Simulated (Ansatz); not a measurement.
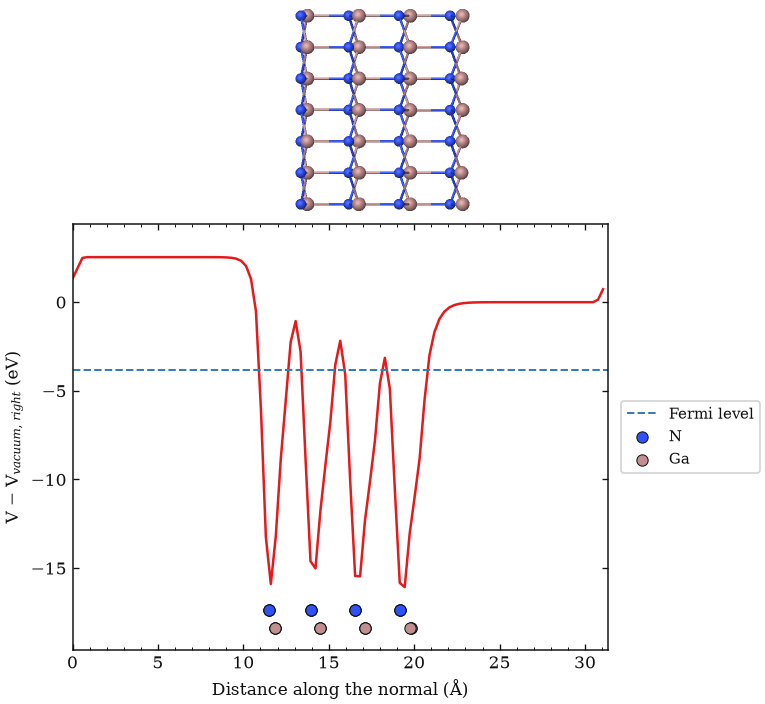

Plane-averaged electrostatic potential energy of an electron across the slab; circles at the bottom mark the heights of the atoms. The structure is drawn too.

The Ansatz input:

```
crystal:
  lattice:
    - [5.5744824363, 0.0, 0.0]
    - [-2.7872412181, 4.8276434027, 0.0]
    - [0.0, 0.0, 31.342774132]
  atoms:
    - { symbol: "N", position: [0.3320321674, 0.3345938227, 0.2466910891] }
    - { symbol: "N", position: [0.6653690922, 0.0012625252, 0.2466918227] }
    - { symbol: "N", position: [-0.0012990123, 0.6679256307, 0.2465802671] }
    - { symbol: Ga, position: [-0.0013005225, 0.3346941579, 0.2572677569] }
    - { symbol: Ga, position: [0.3319317424, 0.0011592835, 0.257266496] }
    - { symbol: Ga, position: [0.6654667181, 0.6679261892, 0.257265308] }
    - { symbol: "N", position: [-0.0013269149, 0.3348111576, 0.3249856335] }
    - { symbol: "N", position: [0.3318143481, 0.0010973235, 0.3249825198] }
    - { symbol: "N", position: [0.6655283898, 0.6679518006, 0.3249794757] }
    - { symbol: Ga, position: [0.3320078629, 0.3346237733, 0.3416689911] }
    - { symbol: Ga, position: [0.6653345641, 0.001283694, 0.3416686249] }
    - { symbol: Ga, position: [-0.0013320982, 0.6679580811, 0.3418180674] }
    - { symbol: "N", position: [0.3319591583, 0.3346643841, 0.4072072133] }
    - { symbol: "N", position: [0.6652897135, 0.001326925, 0.4072061585] }
    - { symbol: "N", position: [-0.0013765556, 0.6680010486, 0.4075538957] }
    - { symbol: Ga, position: [-0.0013890128, 0.3338221655, 0.4254308581] }
    - { symbol: Ga, position: [0.3327983471, 0.0021758074, 0.4254185732] }
    - { symbol: Ga, position: [0.6644454527, 0.6680080018, 0.4254041665] }
    - { symbol: "N", position: [-0.0014687052, 0.3335685946, 0.4907928976] }
    - { symbol: "N", position: [0.3330445684, 0.0025680037, 0.4907358618] }
    - { symbol: "N", position: [0.6640873675, 0.6681020486, 0.4906750689] }
    - { symbol: Ga, position: [0.3321106688, 0.3349540569, 0.5110630314] }
    - { symbol: Ga, position: [0.6650304831, 0.0011923707, 0.5111175144] }
    - { symbol: Ga, position: [-0.0015154633, 0.6681713774, 0.5091880447] }
basis:
  ecutwfc: 420
kpoints:
  mp_grid: { grid: [9, 9, 1] }
hamiltonian:
  xc: pbe
scf:
  occupations: { method: gaussian, width: 0.1 }
output:
  forces: true
  stress: true
  eigenvalues: true
  write_density: true
  write_potential: true
  elf: true
  volumetric_format: npy
efield:
  axis: 3
  dipole_correction: true
  ramp_width: 0.04
```

Command:
```bash
ansatz run input.yaml --threads 8 --pin off --max-ram 20480MiB --backend cpu --events-out ev --progress --plain --runs-dir out
```

> Read off the work function of each face.

The work function is 3.81 eV at the right face and 6.35 eV at the left.

> How thick are slab and vacuum?

The outermost atoms are 8.3 Å apart, which leaves 23.1 Å of vacuum in a cell 31.3 Å high.

> Do the two faces differ, and what does that say about the slab's dipole?

The vacuum level is 2.54 eV higher at the left than at the right, so the slab carries a dipole along its normal; the ramp in the vacuum, at or near the edge of the plot, is the dipole correction that keeps each side flat.

The atoms aren't at rest in this cell (largest force 0.7 eV/Å), so the relaxed material can differ.
